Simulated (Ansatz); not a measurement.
## Ge: geometry relaxation (part 2 of 2)

The same run, continued: Ge (2 atoms in the cell); DFT r2SCAN, scalar-relativistic, plane waves, PAW, no spin polarisation (Ansatz 0.2.0); cutoff 500 eV, 18×18×18 k-mesh, Fermi–Dirac smearing of 0.1 eV. The structure derives from a Materials Project entry.

Geometry of the input (Å; fractional positions):
```
-2.4541  2.4541  1.3994
2.4541  -2.4541  1.3994
2.4541  2.4541  -1.3994
Ge 0.2500  0.7500  0.5000
Ge 0.5000  0.5000  0.0000
```

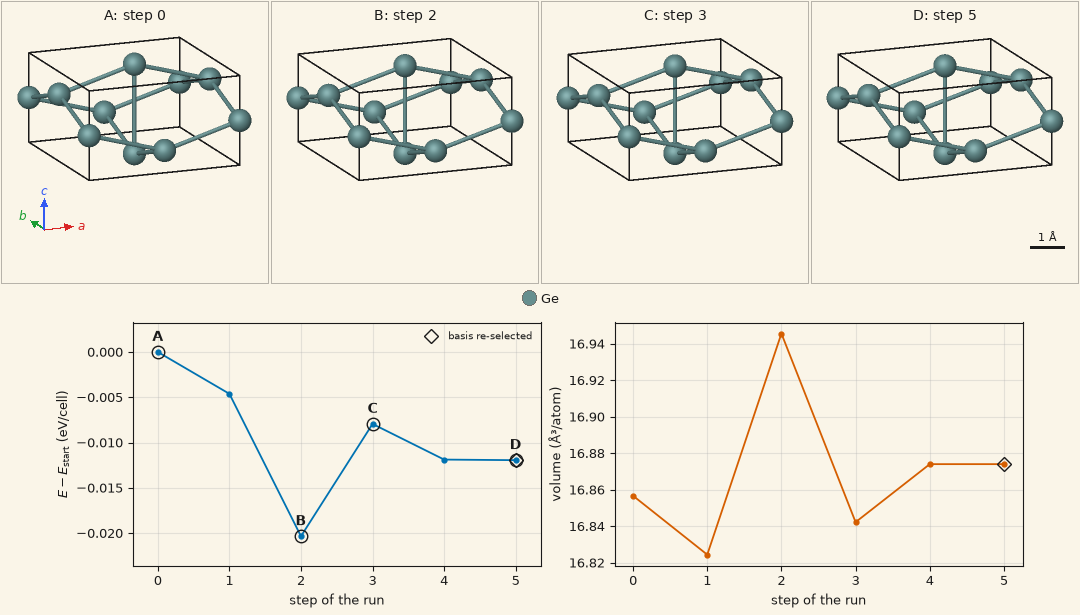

*Frames of the relaxation (ball-and-stick view of the cell 2 times as large as that of the calculation, set on its symmetry axes, seen slightly off an axis) above the curves, on which the letters mark them (the first geometry is step 0 here and step 1 in the log).*

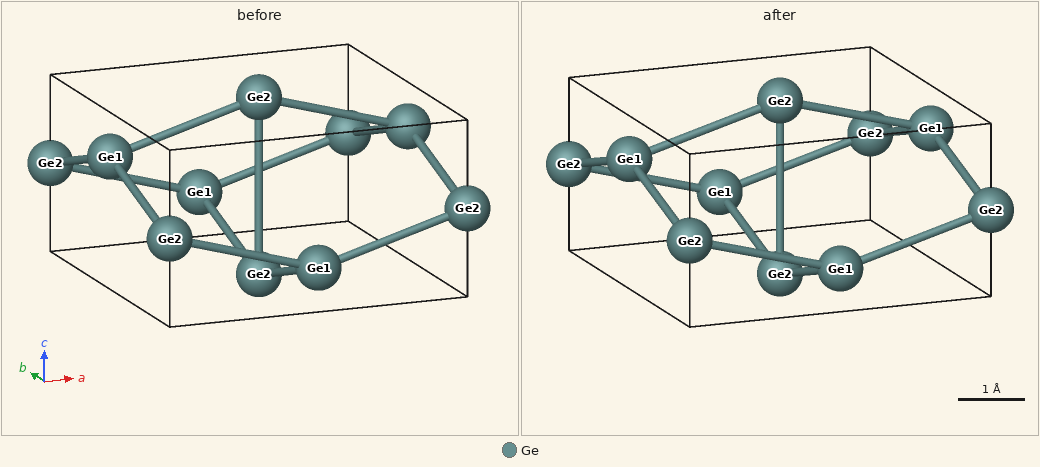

*Before (left) and after (right) the relaxation, at one scale (ball-and-stick view of the cell 2 times as large as that of the calculation, set on its symmetry axes, seen slightly off an axis).*

No atom moves by more than 0.005 Å relative to the cell. The drawn cell changes as follows: a = b 4.908 → 4.966 Å (+1.2 %), c 2.799 → 2.737 Å (−2.2 %); the volume changes by +0.1 %. Distances before and after: Ge1–Ge1 2.799 → 2.737 Å, Ge1–Ge2 2.552 → 2.576 Å. The space group stays I4_1/amd (No. 141). After 4 geometry steps the energy has fallen by 11.9 meV per cell of the calculation. With the target pressure of 9.8 GPa, the enthalpy E + pV changes by −9.8 meV per cell of the calculation. All forces vanish by symmetry, so only the cell relaxes. Pressure: 10.27 GPa at the start and 9.80 GPa at the end. A last SCF at the same geometry on a re-selected plane-wave basis shifts the energy by −0.1 meV per cell of the calculation. (Atoms are counted from 1 in the order of the input.)

```
basis re-selected at this cell: Δ(F+E_penalty+E_count) = -6.467e-5 eV, ΔP = -0.001 GPa vs the last step (what re-selecting the basis moved, of the pressure what is left beyond the Pulay correction that the steps carried, after the strain that the cell walked since its last selection, with what the two solves' SCF thresholds leave and, on support functions, any second-order correction that the steps lacked; it is no measure of the basis error at this ecutwfc). This SCF's stress stands 4.77e-3 GPa from its target on what of the cell is left free (relax.cell.stress_tol is 2.00e-2 GPa) and its largest allowed force component is 1.73e-18 eV/Å (relax.f_tol is 2.00e-3 eV/Å): within both
SCF converged after 6 iterations
Free energy (F): -8604.997815 eV
Harris-Foulkes:  -8604.997815 eV  (|F-HF|=9.09e-12)
Internal energy: -8604.976802 eV  (E = F + TS)
E sigma→0 (E₀):  -8604.987309 eV
Entropy (-TS):   -0.021013 eV (-10.506 meV/atom)
Fermi energy:    12.613647 eV
--- Per-component energies (eV) ---
  E_band       = -202.167532
  E_kinetic    = 224.371523
  E_local      = -4141.048827  (includes V_loc(G=0)·N_el)
  E_nonlocal   = 837.378644
  E_hartree    = 1826.275694
  E_xc         = -139.841187
  E_vxc        = -138.296070  (∫ρ·V_xc dr)
  E_paw        = -4064.915018  (= ΣΔE_a)
  E_vpaw       = -644.938528  (= ΣTr[D̂ρ^β])
  E_aug_tail   = 0.000034  (compensation charges beyond the density's cutoff)
  E_vtau       = 7.814261  (kinetic-family band-sum trace: ∫τ·v_τ [+ j·A + Jᵃ·Aᵃ] dr)
  E_ewald      = -3145.026135
  E_core_change = -2.171532  (= ΣΔE_core)
  E_smearing   = -0.021013  (= −TS)
  E_closure    = -0.000000  (closes the sum)
  Σ components = -8604.997815   (vs F -8604.997815, Δ=0.00e0)
--- Forces (eV/Å), atoms counted from 1 ---
  atom   1  Ge    -0.00000000    -0.00000000     0.00000000
  atom   2  Ge     0.00000000    -0.00000000     0.00000000
  max |Σ_I F_I| component: 8.33e-17 eV/Å
--- Stress (GPa, compression-positive) ---
        9.796558       0.000000       0.000000
        0.000000       9.796558      -0.000000
        0.000000       0.000000       9.804766
  P = ⅓ Tr σ = 9.7993 GPa (97.993 kbar)
--- Band table (eV; the first three rows and the last of 480) ---
  k-point 0: bands = ["-12.9705", "-12.8918", "-12.8682", "-12.8531", "-12.7140", "-12.7140", "-12.7053", "-12.7053", "-12.6116", "-12.5268", "-2.2207", "9.0328", "9.8322", "9.8322", "16.1764", "21.4158", "21.4158", "21.6627"]
  k-point 1: bands = ["-12.9682", "-12.8924", "-12.8660", "-12.8547", "-12.7151", "-12.7127", "-12.7046", "-12.7044", "-12.6130", "-12.5292", "-2.1817", "8.3399", "9.8753", "10.4322", "16.3777", "20.7055", "21.2088", "21.8794"]
  k-point 2: bands = ["-12.9616", "-12.8942", "-12.8600", "-12.8584", "-12.7184", "-12.7088", "-12.7024", "-12.7017", "-12.6173", "-12.5363", "-2.0646", "7.3216", "10.0046", "11.1823", "16.9707", "19.7267", "20.6626", "21.7544"]
  k-point 479: bands = ["-12.9034", "-12.9034", "-12.7460", "-12.7460", "-12.7144", "-12.7144", "-12.7103", "-12.7103", "-12.7003", "-12.7003", "3.0839", "3.0839", "5.7704", "5.7704", "19.1691", "19.1691", "25.6857", "25.6857"]
--- Relaxed structure (5 steps of the walk, 5 accepted, 1 SCFs on fresh bases) ---
  F+E_penalty+E_count = -8604.99781492 eV   max|allowed force component| = 1.735e-18 eV/Å   (the final SCF, on the basis selected at the relaxed cell)
  cell:  # Å, volume = 33.7480 Å³
    - [-2.483127679448362, 2.483127679448362, 1.368329097665857]
    - [2.483127679448362, -2.483127679448362, 1.368329097665857]
    - [2.483127679448362, 2.483127679448362, -1.368329097665857]
  atoms:
    - { symbol: Ge, position: [0.25, 0.7499999999999999, 0.49999999999999994] }
    - { symbol: Ge, position: [0.49999999999999994, 0.49999999999999994, 4.535393427592179e-36] }
```

**Trajectory as extended XYZ (Å, eV, eV/Å), 6 frames, from step=1 to step=6**
```
2
Lattice="-2.4541 2.4541 1.3994 2.4541 -2.4541 1.3994 2.4541 2.4541 -1.3994" Properties=species:S:1:pos:R:3:forces:R:3 step=1 energy=-8604.98587 pressure_GPa=10.27
Ge    2.4541    0.0000    0.6997    0.0000   0.0000   0.0000
Ge    0.0000    0.0000    1.3994    0.0000   0.0000   0.0000
2
Lattice="-2.4712 2.4712 1.3775 2.4712 -2.4712 1.3775 2.4712 2.4712 -1.3775" Properties=species:S:1:pos:R:3:forces:R:3 step=2 energy=-8604.99049 pressure_GPa=10.24
Ge    2.4712    0.0000    0.6887    0.0000   0.0000   0.0000
Ge    0.0000    0.0000    1.3775    0.0000   0.0000   0.0000
2
Lattice="-2.4872 2.4872 1.3697 2.4872 -2.4872 1.3697 2.4872 2.4872 -1.3697" Properties=species:S:1:pos:R:3:forces:R:3 step=3 energy=-8605.00621 pressure_GPa=9.29
Ge    2.4872    0.0000    0.6848    0.0000   0.0000   0.0000
Ge    0.0000    0.0000    1.3697    0.0000   0.0000   0.0000
2
Lattice="-2.4830 2.4830 1.3659 2.4830 -2.4830 1.3659 2.4830 2.4830 -1.3659" Properties=species:S:1:pos:R:3:forces:R:3 step=4 energy=-8604.99381 pressure_GPa=10.02
Ge    2.4830    0.0000    0.6829    0.0000   0.0000   0.0000
Ge    0.0000    0.0000    1.3659    0.0000   0.0000   0.0000
2
Lattice="-2.4831 2.4831 1.3683 2.4831 -2.4831 1.3683 2.4831 2.4831 -1.3683" Properties=species:S:1:pos:R:3:forces:R:3 step=5 energy=-8604.99775 pressure_GPa=9.80
Ge    2.4831    0.0000    0.6842    0.0000   0.0000   0.0000
Ge    0.0000    0.0000    1.3683    0.0000   0.0000   0.0000
2
Lattice="-2.4831 2.4831 1.3683 2.4831 -2.4831 1.3683 2.4831 2.4831 -1.3683" Properties=species:S:1:pos:R:3:forces:R:3 step=6 energy=-8604.99782 pressure_GPa=9.80
Ge    2.4831    0.0000    0.6842    0.0000   0.0000   0.0000
Ge    0.0000    0.0000    1.3683    0.0000   0.0000   0.0000
```

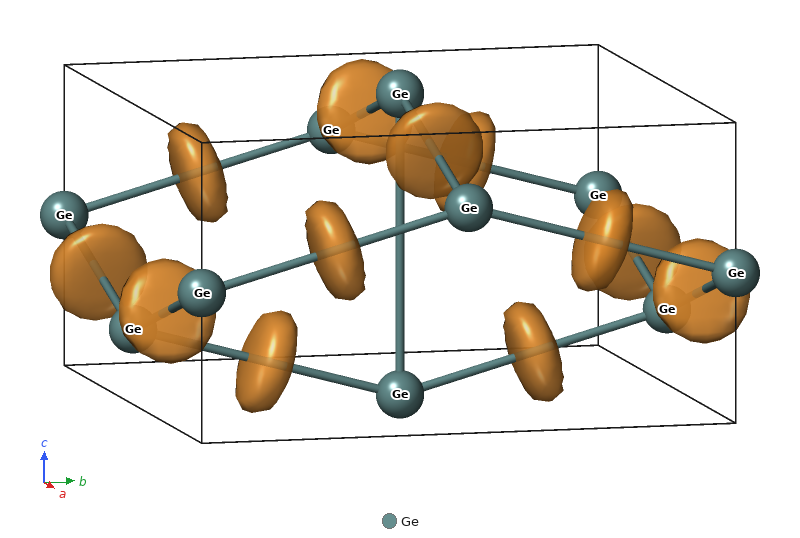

*Isosurface of the ELF at 0.6 (orange), seen slightly off an axis. Only the valence region is drawn (cores and ρ < 0.01 e/Å³ removed). Sticks mark near contacts. The outline is the cell set on symmetry axes.*

Along the contacts the grid gives the following. Ge–Ge (2.58 Å): the ELF peaks at about 0.70 between the atoms. Ge–Ge (2.74 Å): the ELF is about 0.55 at the midpoint (metallic bonding. In a PAW calculation such maps are meaningful between the atoms, not at the nuclei.

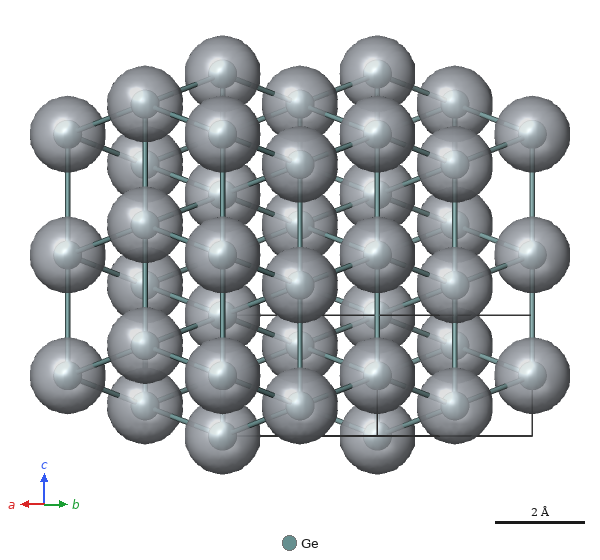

*Isosurface of the valence charge density (pseudo) at 0.6 e/Å³ (grey), seen along [110]. Sticks mark near contacts. The outline is the cell set on symmetry axes.*

At this value the density breaks into separate islands; it holds about 75 % of the electrons treated as valence (semicore included). It is pinched off along the Ge–Ge (2.58 Å) and Ge–Ge (2.74 Å) contacts. On the grid the lowest density along these lines, outside the cores, is 0.4 e/Å³ (Ge–Ge, 2.58 Å) and 0.29 e/Å³ (Ge–Ge, 2.74 Å).
